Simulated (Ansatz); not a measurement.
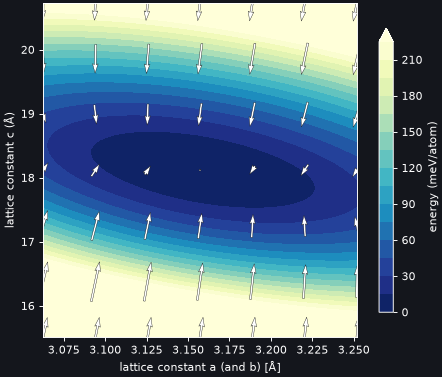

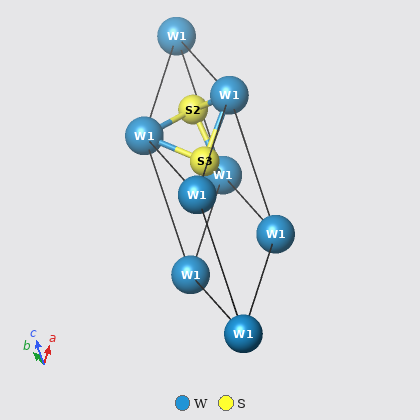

Energy landscape of WS₂ (R3m, No. 160; 3 atoms in the cell). The energy is mapped over the lattice constants a and c of the conventional cell. Coordinates scanned: (1) lattice constant a (and b); (2) lattice constant c. Nothing is relaxed (fractional coordinates fixed). Grid: 7 × 7 points. Points are written as (first, second). All energies are given in meV/atom relative to the lowest grid point. The band gap closes in part of the range. Theory: DFT PBE+D3(BJ), scalar-relativistic, plane waves, PAW (Ansatz). Settings: cutoff 420 eV, k-mesh 12×12×12, gaussian smearing 0.05 eV, no spin polarisation.

In the figure: filled contours, arrows along the force (downhill), their lengths compressed, one colour for all values above the top of the scale. Between grid points the surface is interpolated. The second picture is the structure at the lowest point

### Describe this landscape.

The lowest grid point is at (3.157 Å, 18.12 Å). It is the only kind of minimum in the scanned range. The highest grid point, (3.062 Å, 15.51 Å), lies 649 meV/atom above the lowest.

Grid values (meV/atom):

```
lattice constant c ↓, lattice constant a (and b) →  3.062  3.094  3.126  3.157  3.189  3.220  3.252
                                             20.73    251    257    270    290    317    349    387
                                             19.86    118    117    124    138    159    187    221
                                             18.99     43     33     31     37     51     72     99
                                             18.12     40     18      4      0      4     16     34
                                             17.25    127     89     61     43     34     34     41
                                             16.38    324    265    219    183    158    142    135
                                             15.51    649    565    496    438    392    357    332
```

Each point was launched as `ansatz run input.yaml --threads 1 --pin off --max-ram 2048MiB --backend cpu --events-out ev --progress --plain --runs-dir out`. The whole map (49 points run) took 16 min on 1 thread of Arm Neoverse V1, on a shared host.

PAW datasets: the set soft_1.
